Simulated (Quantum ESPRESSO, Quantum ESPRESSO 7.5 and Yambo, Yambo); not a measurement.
## GaP (F-43m): G0W0 with Yambo, start to end

Wanted: ground state, empty states, screening and self-energy for GaP (F-43m).

Method: PBE and many-body steps on it, plane waves, in Quantum ESPRESSO 7.5 and Yambo 5.3.0.

**Experimental background.**

- Gap 2.25 ± 0.04 eV: optical gap from Tauc plot (fundamental, indirect); spectroscopic ellipsometry, Tauc-Lorentz fit and Tauc plot; 300 K; film (GaP layer on Si reference sample) on Si (“Assessment of GaPSb/Si tandem material association properties for photoelectrochemical cells”, 2020, arxiv:2002.02774).

Report form: the programs' logs are mostly left out.

## Step 1: Set-up

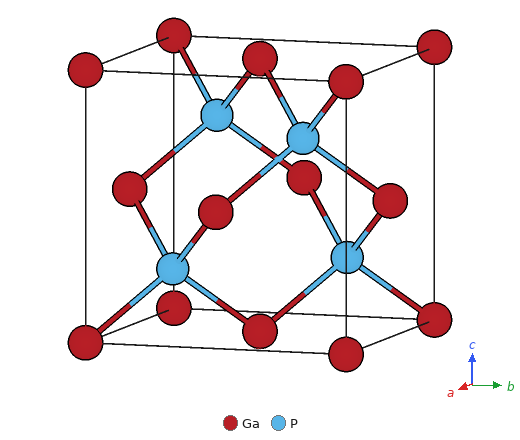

The cell as given, slightly off an axis (gallium red, phosphorus blue). This picture shows the conventional cell, with its axes. Bonds to atoms that aren't drawn are left out. Some periodic images of atoms are drawn too.

The cell and positions come from the Crystallography Open Database and are kept as given unless a step says otherwise.

## Step 2: Ground state

This step: Quantum ESPRESSO 7.5; DFT, PBE, plane waves, norm-conserving pseudopotentials.

The ground-state density comes first.

File pw.in:

```
&control
  calculation = 'scf'
  prefix = 'x'
  outdir = 'o'
  pseudo_dir = 'pseudo'
/
&system
  ibrav = 0
  nat = 2
  ntyp = 2
  ecutwfc = 104.0
  nbnd = 18
  force_symmorphic = .true.
/
&electrons
  conv_thr = 1e-10
  electron_maxstep = 80
  mixing_beta = 0.5
/
ATOMIC_SPECIES
  Ga 69.723 Ga.upf
  P 30.974 P.upf
CELL_PARAMETERS angstrom
  0.0000000000 2.7252500000 2.7252500000
  2.7252500000 0.0000000000 2.7252500000
  2.7252500000 2.7252500000 0.0000000000
ATOMIC_POSITIONS crystal
  Ga 0.0000000000 0.0000000000 0.0000000000
  P 0.2500000000 0.2500000000 0.2500000000
K_POINTS automatic
  6 6 6 0 0 0
```

Command:

```bash
> OMP_NUM_THREADS=1 mpirun -n 4 pw.x -nk 4 -in pw.in > pw.out
```

It took 7.7 s on 4 MPI ranks of Arm Neoverse V1, shared host; peak memory 0.29 GiB.

Numbers from this step:

| Quantity | Value |
| --- | --- |
| total energy | -6946.6263 eV |
| gap | 1.653 eV |
| k of the valence top | 0, 0, 0 |
| k of the conduction bottom | 0, -0.5, -0.5 |
| least direct gap | 1.818 eV |

The gap is indirect, with the least direct gap 0.16 eV higher.

## Step 3: Bands along the symmetry lines

The cheap functional maps the bands first; the places of the edges decide which points the dearer methods must see.

File pw.in:

```
&control
  calculation = 'bands'
  prefix = 'x'
  outdir = 'o'
  pseudo_dir = 'pseudo'
/
&system
  ibrav = 0
  nat = 2
  ntyp = 2
  ecutwfc = 104.0
  nbnd = 19
  force_symmorphic = .true.
/
&electrons
  conv_thr = 1e-9
  electron_maxstep = 80
  diago_full_acc = .true.
  diago_thr_init = 5e-6
/
ATOMIC_SPECIES
  Ga 69.723 Ga.upf
  P 30.974 P.upf
CELL_PARAMETERS angstrom
  0.0000000000 2.7252500000 2.7252500000
  2.7252500000 0.0000000000 2.7252500000
  2.7252500000 2.7252500000 0.0000000000
ATOMIC_POSITIONS crystal
  Ga 0.0000000000 0.0000000000 0.0000000000
  P 0.2500000000 0.2500000000 0.2500000000
K_POINTS crystal
  50
  0.00000000 0.00000000 0.00000000 1
  -0.06250000 -0.06250000 0.00000000 1
  -0.12500000 -0.12500000 0.00000000 1
  -0.18750000 -0.18750000 0.00000000 1
  -0.25000000 -0.25000000 0.00000000 1
  -0.31250000 -0.31250000 0.00000000 1
  -0.37500000 -0.37500000 0.00000000 1
  -0.43750000 -0.43750000 0.00000000 1
  -0.50000000 -0.50000000 0.00000000 1
  -0.48437500 -0.48437500 0.03125000 1
  -0.46875000 -0.46875000 0.06250000 1
  -0.45312500 -0.45312500 0.09375000 1
  -0.43750000 -0.43750000 0.12500000 1
  -0.42187500 -0.42187500 0.15625000 1
  -0.40625000 -0.40625000 0.18750000 1
  -0.39062500 -0.39062500 0.21875000 1
  -0.37500000 -0.37500000 0.25000000 1
  -0.37500000 0.00000000 0.37500000 1
  -0.32812500 0.00000000 0.32812500 1
  -0.28125000 0.00000000 0.28125000 1
  -0.23437500 0.00000000 0.23437500 1
  -0.18750000 0.00000000 0.18750000 1
  -0.14062500 0.00000000 0.14062500 1
  -0.09375000 0.00000000 0.09375000 1
  -0.04687500 0.00000000 0.04687500 1
  0.00000000 0.00000000 0.00000000 1
  0.00000000 0.00000000 0.06250000 1
  0.00000000 0.00000000 0.12500000 1
  0.00000000 0.00000000 0.18750000 1
  0.00000000 0.00000000 0.25000000 1
  0.00000000 0.00000000 0.31250000 1
  0.00000000 0.00000000 0.37500000 1
  0.00000000 0.00000000 0.43750000 1
  -0.00000000 -0.00000000 0.50000000 1
  -0.06250000 -0.03125000 0.46875000 1
  -0.12500000 -0.06250000 0.43750000 1
  -0.18750000 -0.09375000 0.40625000 1
  -0.25000000 -0.12500000 0.37500000 1
  -0.31250000 -0.15625000 0.34375000 1
  -0.37500000 -0.18750000 0.31250000 1
  -0.43750000 -0.21875000 0.28125000 1
  -0.50000000 -0.25000000 0.25000000 1
  -0.50000000 -0.28125000 0.21875000 1
  -0.50000000 -0.31250000 0.18750000 1
  -0.50000000 -0.34375000 0.15625000 1
  -0.50000000 -0.37500000 0.12500000 1
  -0.50000000 -0.40625000 0.09375000 1
  -0.50000000 -0.43750000 0.06250000 1
  -0.50000000 -0.46875000 0.03125000 1
  -0.50000000 -0.50000000 0.00000000 1
```

The job ended after 6 s (4 MPI ranks; peak memory 0.25 GiB; 24 s of CPU time).

Numbers from this step:

* gap: 1.594 eV
* k of the valence top: 0, 0, 0
* k of the conduction bottom: -0.4375, -0.4375, 0
* least direct gap: 1.818 eV

The gap is 1.594 eV, −0.059 eV from the run before at this level.

The electronic bands at the labelled points (eV, zero at the top of the highest filled band):

| point | band 10 | band 11 | band 12 | band 13 | band 14 | band 15 | band 16 | band 17 |
| --- | --- | --- | --- | --- | --- | --- | --- | --- |
| Γ | -12.49 | 0.00 | 0.00 | 0.00 | 1.82 | 3.89 | 3.89 | 3.89 |
| X | -9.53 | -6.75 | -2.68 | -2.68 | 1.65 | 1.82 | 10.58 | 10.58 |
| U | -9.56 | -6.55 | -3.94 | -2.25 | 2.19 | 4.80 | 8.23 | 8.26 |
| jump to K | -9.56 | -6.55 | -3.94 | -2.25 | 2.19 | 4.80 | 8.23 | 8.26 |
| Γ | -12.49 | 0.00 | 0.00 | 0.00 | 1.82 | 3.89 | 3.89 | 3.89 |
| L | -10.43 | -6.63 | -1.12 | -1.12 | 1.67 | 4.72 | 4.72 | 8.28 |
| W | -9.44 | -6.55 | -3.57 | -3.42 | 4.70 | 4.86 | 6.10 | 6.15 |
| X | -9.53 | -6.75 | -2.68 | -2.68 | 1.65 | 1.82 | 10.58 | 10.58 |

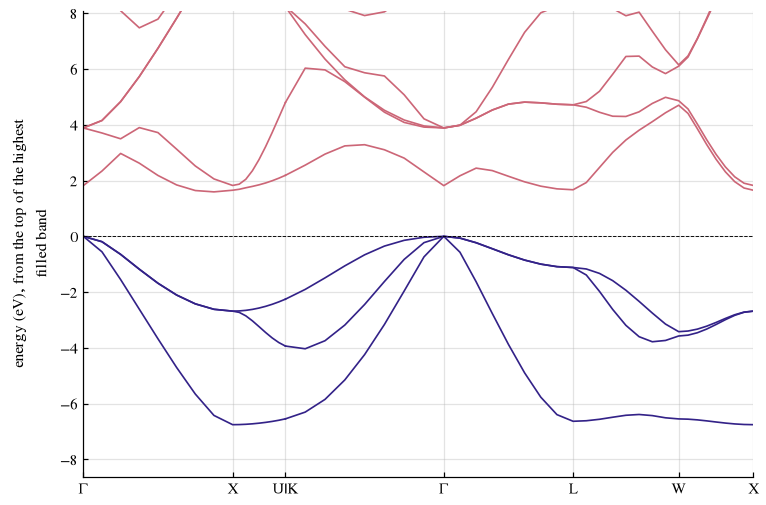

Electronic bands along the path; lines of filled and empty bands in two colours.

## Step 4: Empty states on the mesh, 4×4×4 mesh, 490 bands

The sums over transitions need many empty states on a uniform mesh; this step solves for them.

File pw.in:

```
&control
  calculation = 'nscf'
  prefix = 'x'
  outdir = 'o'
  pseudo_dir = 'pseudo'
/
&system
  ibrav = 0
  nat = 2
  ntyp = 2
  ecutwfc = 104.0
  nbnd = 490
  force_symmorphic = .true.
/
&electrons
  conv_thr = 1e-9
  electron_maxstep = 80
  diago_full_acc = .true.
  diago_thr_init = 5e-6
/
ATOMIC_SPECIES
  Ga 69.723 Ga.upf
  P 30.974 P.upf
CELL_PARAMETERS angstrom
  0.0000000000 2.7252500000 2.7252500000
  2.7252500000 0.0000000000 2.7252500000
  2.7252500000 2.7252500000 0.0000000000
ATOMIC_POSITIONS crystal
  Ga 0.0000000000 0.0000000000 0.0000000000
  P 0.2500000000 0.2500000000 0.2500000000
K_POINTS automatic
  4 4 4 0 0 0
```

It took 90 s on 4 MPI ranks; peak memory 1.1 GiB.

Numbers from this step:

| Quantity | Value |
| --- | --- |
| gap | 1.653 eV |
| k of the valence top | 0, 0, 0 |
| k of the conduction bottom | 0, -0.5, -0.5 |
| least direct gap | 1.818 eV |
| k points computed | 8 |
| lowest point of the top converged band, above the valence top | 285.0765 eV |

On this mesh the gap is 1.653 eV.

## Step 5: Conversion and set-up

This step: Yambo 5.3.0; conversion and set-up on PBE, plane waves, norm-conserving pseudopotentials.

The states are converted to the many-body program's format and the q mesh is built.

Command:

```bash
> (cd o/x.save; p2y > p2y.log; mv SAVE ../..); yambo > setup.log
```

Run time: 3.4 s. Hardware: 1 MPI rank; peak memory 0.25 GiB.

## Step 6: Screening and self-energy, 4×4×4 mesh, 490 bands, screening to 353.7 eV

Now the one-shot GW correction: screening in the RPA, then the self-energy of the levels asked for.

This step: G0W0 on PBE, plane waves, norm-conserving pseudopotentials.

File gw3.in:

```
HF_and_locXC
gw0
dyson
ppa
em1d
rim_cut
RandQpts= 1000000
RandGvec= 1 RL
EXXRLvcs= 104 Ry
VXCRLvcs= 416 Ry
Chimod= "HARTREE"
% BndsRnXp
 1 | 490 |
%
NGsBlkXp= 26 Ry
% LongDrXp
 1 | 1 | 1 |
%
% GbndRnge
 1 | 490 |
%
DysSolver= "n"
ExtendOut
PPAPntXp= 27.21138 eV
% QPkrange
 1 | 1 | 12 | 15 |
 7 | 7 | 12 | 15 |
%
```

Command:

```bash
> OMP_NUM_THREADS=1 mpirun -n 4 yambo -F gw3.in -J gw3 -C gw3 > gw3.log
```

Elapsed: 32 min, on 4 MPI ranks; peak memory 3 GiB; 2.1 h of CPU time.

This step gave:

- G0W0 gap on the points computed: 2.350 eV
- starting gap on the mesh: 1.653 eV
- k of the valence top: 0, 0, 0
- k of the conduction bottom: 0, -0.5, -0.5
- least direct G0W0 gap on the computed points: 2.660 eV
- Z at the valence top: 0.7841
- Z at the conduction bottom: 0.8088

The gap on the mesh goes from 1.65 eV to 2.35 eV, a correction of +0.70 eV.

Limits: finite bands, cutoff and mesh; no spin-orbit coupling; coarse k mesh. v1 is the top filled band, c1 the lowest empty one. Levels before and after the correction, in eV, zero at the valence-band top of each column:

```
           conduction bottom  valence top
Kohn-Sham               1.65         0.00
     G0W0               2.35         0.00
```

|  | level | energy (eV) |
| --- | --- | --- |
| Kohn-Sham | Γ v2-v1 | 0.000 |
| Kohn-Sham | Γ c1 | 1.818 |
| Kohn-Sham | Γ c2 | 3.887 |
| Kohn-Sham | (0 -0.5 -0.5) v2-v1 | -2.683 |
| Kohn-Sham | (0 -0.5 -0.5) c1 | 1.653 |
| Kohn-Sham | (0 -0.5 -0.5) c2 | 1.825 |
| G0W0 | Γ v2-v1 | 0.000 |
| G0W0 | Γ c1 | 2.660 |
| G0W0 | Γ c2 | 4.838 |
| G0W0 | (0 -0.5 -0.5) v2-v1 | -2.751 |
| G0W0 | (0 -0.5 -0.5) c1 | 2.350 |
| G0W0 | (0 -0.5 -0.5) c2 | 2.618 |

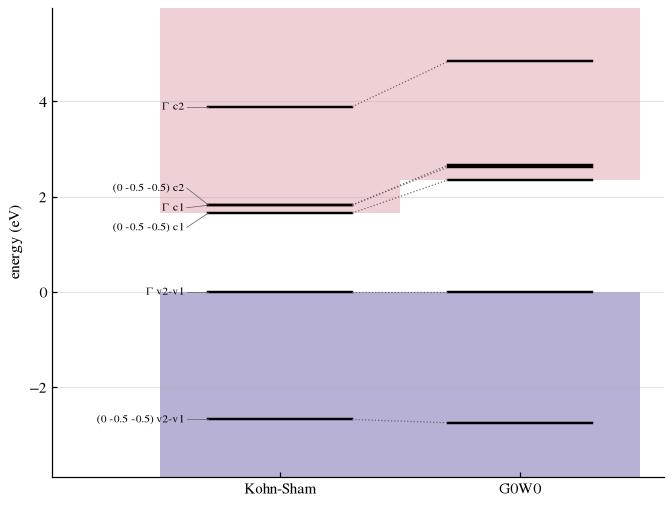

Levels before and after the correction. Shaded: valence and conduction bands.

## Step 7: Where the time went

Times are wall times on the hardware named with each run, good to a factor of about two.

| step | time | share | memory (GiB) |
| --- | --- | --- | --- |
| ground state | 7.7 s | 0 % | 0.29 |
| bands along the symmetry lines | 6 s | 0 % | 0.25 |
| empty states on the mesh | 90 s | 4 % | 1.1 |
| conversion and set-up | 3.4 s | 0 % | 0.25 |
| screening and self-energy | 32 min | 95 % | 3.0 |

## Step 8: Summary of results

```json
{"PBE gap": "1.59 eV, indirect", "G0W0 gap on the mesh": "2.35 eV", "G0W0 gap over the zone (rigid shift)": "2.29 eV", "GW settings": "4×4×4 mesh, 490 bands, screening to 353.7 eV, Godby-Needs plasmon pole", "known limits": "not at the basis limit; no spin-orbit coupling; coarse k mesh"}
```

G0W0 moves the gap on the mesh from 1.65 eV to 2.35 eV (+0.70 eV), with Z of 0.78 and 0.81 at the edges. The mesh misses the band edges by 0.06 eV in all; a rigid shift gives 2.29 eV for the zone. Only 2 of the mesh's irreducible points were corrected, so a valley elsewhere could overtake. The dearest step here is «screening and self-energy». Against experiment, by G0W0@PBE: the gap of 2.29 eV lies +0.04 eV from the measured 2.25 ± 0.04 eV (indirect, 300 K, on Si, 2020). The calculation has static nuclei and no excitons; a measured gap holds zero-point and thermal motion, which mostly lowers it. Bands and cutoff are finite, so the gap is not at the basis limit. The miss can reach some tenths of an eV and take either sign; the mesh is an error of its own. In the G0W0 run levels were corrected at 2 k points alone, so a gap called «on the mesh» is the least over those, and an edge elsewhere would be missed. A denser mesh or path gives a starting gap of 1.59 eV: the GW mesh misses a band edge, so its gaps are not the fundamental one. The 4×4×4 mesh is coarse for this cell, which bears on the long-range parts of exchange and screening. The many-body steps are scalar-relativistic: spin-orbit coupling is not in them.

[Paths, hosts, dates, memory and timing lines, banners, echoed tables and standing remarks are left out of the program output.]

[Logs are printed without paths, hosts, clocks, repeated set-up lines and the standing remarks that a program may print on its own settings, such as how far it seeks lower states.]

[Runs of the session that timed out or met a known fault of the program may be left out.]

[Hosts, paths, dates, database ids (printed as entryN), source tags and the programs' standing remarks are cut or masked in the printed files.]
